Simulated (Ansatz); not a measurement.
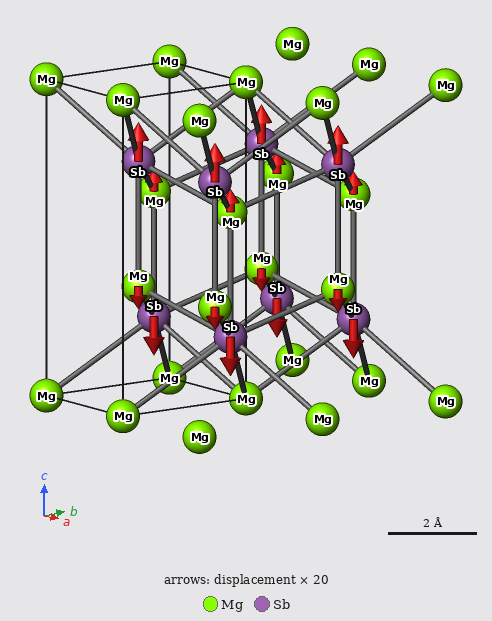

A relaxation of solid Mg₃Sb₂ (set up in P-3m1). The starting structure is drawn; red arrows show the displacements (the part carried along by the change of the cell is left out), 20 times their true length.

The picture is a ball-and-stick view of the cell of the calculation, repeated 2 × 2 × 1 with one cell outlined, seen slightly off an axis.

These are results of Ansatz 0.2.0, DFT r2SCAN, scalar-relativistic, plane waves, PAW, not measurements. Settings: plane-wave cutoff 500 eV; k-point mesh 6 × 6 × 4; occupations gaussian; smearing width 0.02 eV; no spin polarisation; cell and atoms relaxed; force threshold 0.005 eV/Å; at most 80 steps.

> What happened in the run?

The largest moves relative to the cell, 0.045 Å, are those of Sb atoms. Largest moves by element: Sb 0.045 Å, Mg 0.027 Å. The drawn cell changes as follows: a = b 4.582 → 4.569 Å (−0.3 %), c 7.244 → 7.240 Å (0.0 %); the volume changes by −0.6 %. Among the contacts that change: Mg–Sb 2.861 → 2.932 Å, Mg–Sb 3.146 → 3.115 Å. The space group stays P-3m1 (No. 164). After 4 accepted moves (5 points after the start) the energy has fallen by 4.0 meV per atom. Largest force component: 0.34 eV/Å at the start, 0.0014 eV/Å at the end. Pressure: 0.03 GPa at the start and 0.00 GPa at the end. The SCF was repeated once at an unchanged geometry on a basis and grid sized afresh for the cell, which shifted the energy by less than 0.05 meV per atom at most. The run took 66 s on 1 thread of Arm Neoverse V2, with other jobs on the host, peak memory 0.73 GiB.
